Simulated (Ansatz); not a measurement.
**Y_Hf in HfO2 (P2_1/c): charge-transition levels and formation energies**

Wanted: the transition levels of a substitutional impurity in HfO2 (P2_1/c), from a cell of 96 host atoms with 1 Hf taken out and 1 Y put in.

Main program and level: Ansatz 0.2.0; place-levels on r2SCAN runs: charge-transition levels and formation energies with image-charge correction and potential alignment at the atomic sites; PAW set soft_1.

**1. The structure**

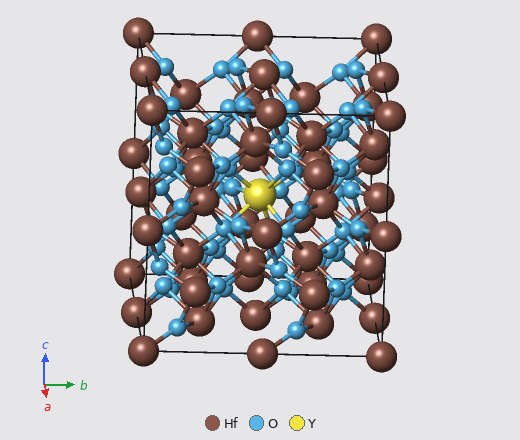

The cell as given, slightly off an axis (hafnium brown, oxygen blue, yttrium yellow). Bonds to atoms that aren't drawn are left out. Some periodic images of atoms are drawn too.

The cell holds 96 atoms: 31 Hf, 64 O and 1 Y. Its edges and angles: a = 10.229 Å, b = 10.363 Å, c = 10.593 Å, α = 90.0°, β = 99.5°, γ = 90.0°. It derives from HfO2 (space group P2_1/c). Nearest the centre at fractional (0.638, 0.521, 0.604): Y88 at 0.00 Å, O93 at 2.04 Å, O22 at 2.05 Å, O68 at 2.14 Å, O84 at 2.14 Å, O91 at 2.16 Å, O53 at 2.24 Å, O90 at 2.25 Å.

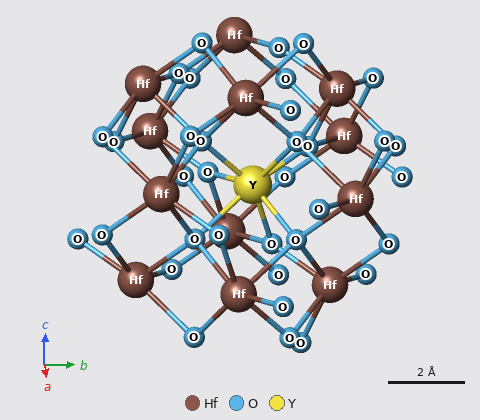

The atoms within 5 Å of the centre.

Screening for the image-charge correction: ε∞ = principal values (4.68, 5.06, 5.10), ε0 = principal values (15.30, 19.46, 21.76), computed on the host (DFPT, PBEsol, on the r2SCAN cell), and a cell off the functional's own equilibrium shifts the ionic part.

The cell's shortest repeat is 10.2 Å.

**2. The runs of each charge state**

A transition level is the Fermi level at which two charge states cost the same, so each charge needs its own total energy, at its own relaxed structure.

Each atom starts 0.05 Å or so off its site in a random direction. Forces are taken at one point at (¼, ¼, ¼). The cell holds 1 electron more than the neutral one, with a uniform background that keeps it neutral on the whole.

The sampling was tested on the host first: at the k-points planned (1x1x1 shifted 0.25 0.25 0.25) its energy lies 0.000 eV an atom from the dense-mesh value, under the bound of 0.02 eV set for this test; that bounds the host's error, not the defect's.

One state's input; the others differ in charge, spin, start and seed, and in occupations where the table says so.

The input, qm1.relax/input.yaml:

```yaml
crystal:
  lattice:
    - [10.22945049, 0.0, 0.00878192]
    - [0.0, 10.36262867, 0.0]
    - [-1.7504376, 0.0, 10.44767514]
  atoms:
    - { symbol: Hf, position: [0.13808867, 0.22908642, 0.35413071] }
    - { symbol: Hf, position: [0.36191133, 0.47908642, 0.39586929] }
    - { symbol: Hf, position: [0.36191133, 0.27091358, 0.14586929] }
    - { symbol: Hf, position: [0.13808867, 0.02091358, 0.10413071] }
    - { symbol: O, position: [0.22399849, 0.37118579, 0.48921096] }
    - { symbol: O, position: [0.27600151, 0.12118579, 0.26078904] }
    - { symbol: O, position: [0.27600151, 0.12881421, 0.01078904] }
    - { symbol: O, position: [0.22399849, 0.37881421, 0.23921096] }
    - { symbol: O, position: [0.03497133, 0.16673768, 0.17213161] }
    - { symbol: O, position: [0.46502867, 0.41673768, 0.07786839] }
    - { symbol: O, position: [0.46502867, 0.33326232, 0.32786839] }
    - { symbol: O, position: [0.03497133, 0.08326232, 0.42213161] }
    - { symbol: Hf, position: [0.13808867, 0.22908642, 0.85413071] }
    - { symbol: Hf, position: [0.36191133, 0.47908642, 0.89586929] }
    - { symbol: Hf, position: [0.36191133, 0.27091358, 0.64586929] }
    - { symbol: Hf, position: [0.13808867, 0.02091358, 0.60413071] }
    - { symbol: O, position: [0.22399849, 0.37118579, 0.98921096] }
    - { symbol: O, position: [0.27600151, 0.12118579, 0.76078904] }
    - { symbol: O, position: [0.27600151, 0.12881421, 0.51078904] }
    - { symbol: O, position: [0.22399849, 0.37881421, 0.73921096] }
    - { symbol: O, position: [0.03497133, 0.16673768, 0.67213161] }
    - { symbol: O, position: [0.46502867, 0.41673768, 0.57786839] }
    - { symbol: O, position: [0.46502867, 0.33326232, 0.82786839] }
    - { symbol: O, position: [0.03497133, 0.08326232, 0.92213161] }
    - { symbol: Hf, position: [0.13808867, 0.72908642, 0.35413071] }
    - { symbol: Hf, position: [0.36191133, 0.97908642, 0.39586929] }
    - { symbol: Hf, position: [0.36191133, 0.77091358, 0.14586929] }
    - { symbol: Hf, position: [0.13808867, 0.52091358, 0.10413071] }
    - { symbol: O, position: [0.22399849, 0.87118579, 0.48921096] }
    - { symbol: O, position: [0.27600151, 0.62118579, 0.26078904] }
    - { symbol: O, position: [0.27600151, 0.62881421, 0.01078904] }
    - { symbol: O, position: [0.22399849, 0.87881421, 0.23921096] }
    - { symbol: O, position: [0.03497133, 0.66673768, 0.17213161] }
    - { symbol: O, position: [0.46502867, 0.91673768, 0.07786839] }
    - { symbol: O, position: [0.46502867, 0.83326232, 0.32786839] }
    - { symbol: O, position: [0.03497133, 0.58326232, 0.42213161] }
    - { symbol: Hf, position: [0.13808867, 0.72908642, 0.85413071] }
    - { symbol: Hf, position: [0.36191133, 0.97908642, 0.89586929] }
    - { symbol: Hf, position: [0.36191133, 0.77091358, 0.64586929] }
    - { symbol: Hf, position: [0.13808867, 0.52091358, 0.60413071] }
    - { symbol: O, position: [0.22399849, 0.87118579, 0.98921096] }
    - { symbol: O, position: [0.27600151, 0.62118579, 0.76078904] }
    - { symbol: O, position: [0.27600151, 0.62881421, 0.51078904] }
    - { symbol: O, position: [0.22399849, 0.87881421, 0.73921096] }
    - { symbol: O, position: [0.03497133, 0.66673768, 0.67213161] }
    - { symbol: O, position: [0.46502867, 0.91673768, 0.57786839] }
[... 2 lines left out ...]
    - { symbol: Hf, position: [0.63808867, 0.22908642, 0.35413071] }
    - { symbol: Hf, position: [0.86191133, 0.47908642, 0.39586929] }
    - { symbol: Hf, position: [0.86191133, 0.27091358, 0.14586929] }
    - { symbol: Hf, position: [0.63808867, 0.02091358, 0.10413071] }
[... 8 lines left out ...]
    - { symbol: Hf, position: [0.63808867, 0.22908642, 0.85413071] }
    - { symbol: Hf, position: [0.86191133, 0.47908642, 0.89586929] }
    - { symbol: Hf, position: [0.86191133, 0.27091358, 0.64586929] }
    - { symbol: Hf, position: [0.63808867, 0.02091358, 0.60413071] }
[... 8 lines left out ...]
    - { symbol: Hf, position: [0.63808867, 0.72908642, 0.35413071] }
    - { symbol: Hf, position: [0.86191133, 0.97908642, 0.39586929] }
    - { symbol: Hf, position: [0.86191133, 0.77091358, 0.14586929] }
    - { symbol: Hf, position: [0.63808867, 0.52091358, 0.10413071] }
[... 8 lines left out ...]
    - { symbol: Hf, position: [0.63808867, 0.72908642, 0.85413071] }
    - { symbol: Hf, position: [0.86191133, 0.97908642, 0.89586929] }
    - { symbol: Hf, position: [0.86191133, 0.77091358, 0.64586929] }
    - { symbol: "Y", position: [0.63808867, 0.52091358, 0.60413071] }
    - { symbol: O, position: [0.72399849, 0.87118579, 0.98921096] }
    - { symbol: O, position: [0.77600151, 0.62118579, 0.76078904] }
    - { symbol: O, position: [0.77600151, 0.62881421, 0.51078904] }
    - { symbol: O, position: [0.72399849, 0.87881421, 0.73921096] }
    - { symbol: O, position: [0.53497133, 0.66673768, 0.67213161] }
    - { symbol: O, position: [0.96502867, 0.91673768, 0.57786839] }
    - { symbol: O, position: [0.96502867, 0.83326232, 0.82786839] }
    - { symbol: O, position: [0.53497133, 0.58326232, 0.92213161] }
  host:
    repeats: [2, 2, 2]
    atoms:
      - { symbol: Hf, position: [0.27617734, 0.45817284, 0.70826142] }
      - { symbol: Hf, position: [0.72382266, 0.95817284, 0.79173858] }
      # ... 10 more atoms of the perfect host
total_charge: -1
basis:
  ecutwfc: 500
  xc_grid: 2
hamiltonian:
  xc: r2scan
  pseudopotentials: { kind: paw, azcp: { folder: soft_1 } }
kpoints:
  mp_grid: { grid: [1, 1, 1], shift: [0.25, 0.25, 0.25] }
scf:
  occupations: { method: fixed }
  max_iter: 80
output:
  forces: true
  charged_corrections:
    epsilon: [[5.04, 0.0, 0.14], [0.0, 5.06, 0.0], [0.14, 0.0, 4.74]]
    static_epsilon: [[21.35, 0.0, 1.58], [0.0, 19.46, 0.0], [1.58, 0.0, 15.71]]
    defect_position: [0.638089, 0.520914, 0.604131]
relax:
  f_tol: 0.02
  max_steps: 80
  random_displacement: { amplitude: 0.05, seed: 9810 }
checkpoint:
  write: "../qm1.relax.run"
  compress: false
  write_wavefunctions: true
  write_every: 100000
```

On the command line:

```bash
> ansatz run input.yaml --threads 32 --pin off --max-ram 56524MiB --backend cuda --events-out ev --progress --plain --runs-dir out --max-vram 78GiB
```

Defect states can disperse in a cell of this size, so the energy is taken again at a 2×2×2 shifted mesh, on the relaxed structure.

The run of this state that the levels use, under r2SCAN:

The input, qm1.point/input.yaml:

```yaml
crystal:
  checkpoint: "../qm1.relax.run"
  host: checkpoint
total_charge: -1
basis:
  ecutwfc: 500
  xc_grid: 2
hamiltonian:
  xc: r2scan
  pseudopotentials: { kind: paw, azcp: { folder: soft_1 } }
kpoints:
  mp_grid: { grid: [2, 2, 2], shift: [0.5, 0.5, 0.5] }
scf:
  occupations: { method: fermi_dirac, width: 0.01 }
  max_iter: 80
output:
  forces: true
  eigenvalues: true
  charged_corrections:
    epsilon: [[5.04, 0.0, 0.14], [0.0, 5.06, 0.0], [0.14, 0.0, 4.74]]
    static_epsilon: [[21.35, 0.0, 1.58], [0.0, 19.46, 0.0], [1.58, 0.0, 15.71]]
    defect_position: [0.638089, 0.520914, 0.604131]
  eigenstates: { localisation: true }
  populations: true
  band_densities: [{ bands: [v1, v1] }, { bands: [c1, c1] }]
  write_density: true
  write_potential: true
  volumetric_format: npy
  elf: true
checkpoint:
  read: "../qm1.relax.run"
  write: "../qm1.point.run"
  compress: false
  write_wavefunctions: false
  write_every: 100000
```

Relaxations under r2SCAN at one point at (¼, ¼, ¼); times on 1 × NVIDIA GB200 with 32 threads of Arm Neoverse V2, shared host:

| charge | moment (μB) | occupations | outcome | steps | largest displacement against the far atoms (Å) | time |
| --- | --- | --- | --- | --- | --- | --- |
| −1 | 0 | fixed | converged | 6 | 0.14 | 8.8 s |
| 0 | 1 | fixed | converged | 6 | 0.13 | 14 s |
| +1 | 0 | fixed | converged | 6 | 0.13 | 11 s |
| +1 | 2 | fixed | converged | 8 | 0.14 | 20 s |

Single points under r2SCAN at a 2×2×2 shifted mesh; times on 1 × NVIDIA GB200 with 32 threads of Arm Neoverse V2, shared host:

| charge | moment (μB) | occupations | outcome | time |
| --- | --- | --- | --- | --- |
| −1 | 0 | fermi-dirac | converged | 6.4 s |
| 0 | 1 | fermi-dirac | converged | 16 s |
| +1 | 0 | fermi-dirac | converged | 7.5 s |
| +1 | 2 | fermi-dirac | converged | 17 s |

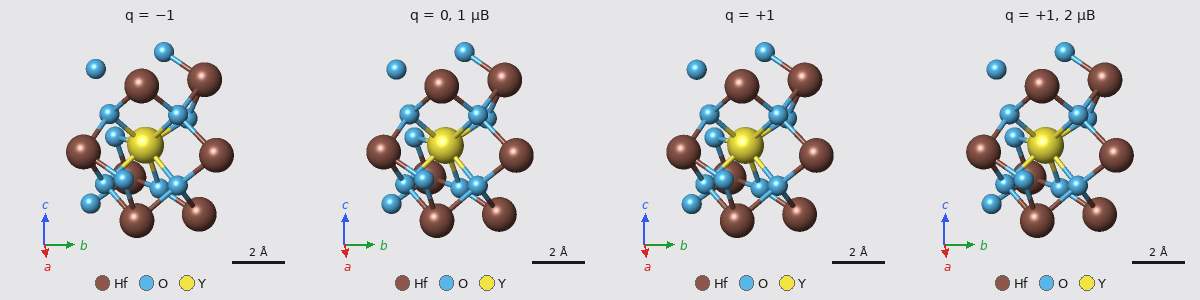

The structures near the centre after relaxation with r2SCAN, by charge. Bonds to atoms that aren't drawn are left out.

Distances (Å) from Y88 to the nearest atoms after relaxation with r2SCAN:

| charge | moment (μB) | 1. | 2. | 3. | 4. | 5. | 6. |
| --- | --- | --- | --- | --- | --- | --- | --- |
| −1 | 0 | O 2.16 | O 2.17 | O 2.24 | O 2.28 | O 2.30 | O 2.32 |
| 0 | 1 | O 2.17 | O 2.18 | O 2.23 | O 2.29 | O 2.29 | O 2.31 |
| +1 | 0 | O 2.16 | O 2.18 | O 2.23 | O 2.29 | O 2.29 | O 2.31 |
| +1 | 2 | O 2.16 | O 2.18 | O 2.24 | O 2.29 | O 2.29 | O 2.31 |

(Continued in part 2 of 2.)

[Logs are printed without paths, hosts, clocks, repeated set-up lines and the standing remarks that a program may print on its own settings, such as how far it seeks lower states.]

[Hosts, paths, dates, database ids (printed as entryN), source tags and the programs' standing remarks are cut or masked in the printed files.]

[Where a table of states has a column of steps, it counts the stored structures, which are thinned; the runs took as many ionic steps or more.]

[A defect's name tells the site on which it was built; relaxed atoms can leave that site.]

[For some hosts the program warned that the k-mesh of the response run may be too coarse for force constants and the static dielectric constant; such warnings are not shown here.]
